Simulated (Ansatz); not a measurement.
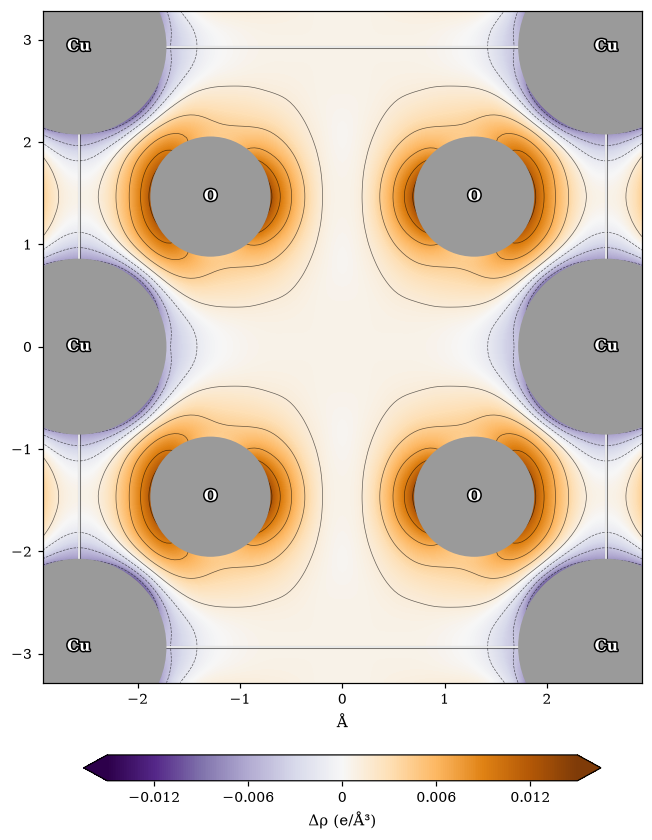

CuO: difference of two self-consistent densities at the same geometry, ρ(PBE) − ρ(PBE+U), on the (11̄0) plane of the conventional cell. Grey discs cover the cores, where the PAW densities can't be compared. Cores are masked to 0.9 Å (Cu) and 0.6 Å (O).

Space group Cccm. It comes out metallic at this level (no spin, no Hubbard term), which in such compounds can be an artefact. The cell comes from a database of computed structures, not from a measurement.

Both runs: Ansatz, scalar-relativistic, plane waves and PAW, same cutoff, k-points and PAW files (made with PBE). Effective U: 4.0 eV on Cu d.

What differs between the two levels of theory?

Answer. Against PBE+U, and outside the masked cores, the largest gain lies at the edge of the masked core of O, and the largest loss lies at the edge of the masked core of Cu. Bader charges are Cu +0.93 and O −0.93 e with PBE+U and Cu +0.98 and O −0.98 e with PBE. At this volume the pressure is 3 GPa with PBE+U and 1 GPa with PBE.
